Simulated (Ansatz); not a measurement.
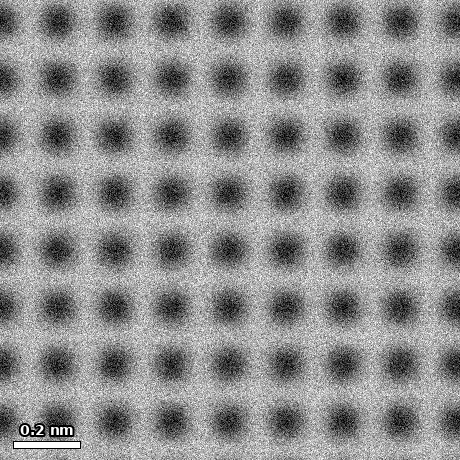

Phase-contrast TEM-like image of Co (Fm-3m, No. 225) along [001]. Simulated in the weak-phase-object approximation with neutral-atom potentials: 80 kV, Cs = 10 µm, defocus −78 Å (negative is underfocus), defocus spread 15 Å, aperture 0.92 1/Å. Shot noise was added. Atomic positions: the geometry given to an electronic-structure calculation, possibly off equilibrium; the starting structure was generated, so it need not be a known form of this composition.

### Do the atom columns appear dark or bright, and why?

Dark. With positive Cs and underfocus sin χ is negative over the pass band, so the strongest columns (Co) come out darker than the background.

### What point resolution do these settings give, and which lattice spacings pass?

About 1.1 Å (0.66 |Cs|^(1/4) λ^(3/4) with λ = 0.0418 Å). The spacings that carry visible contrast are {200} at 1.74 Å, {220} at 1.23 Å.
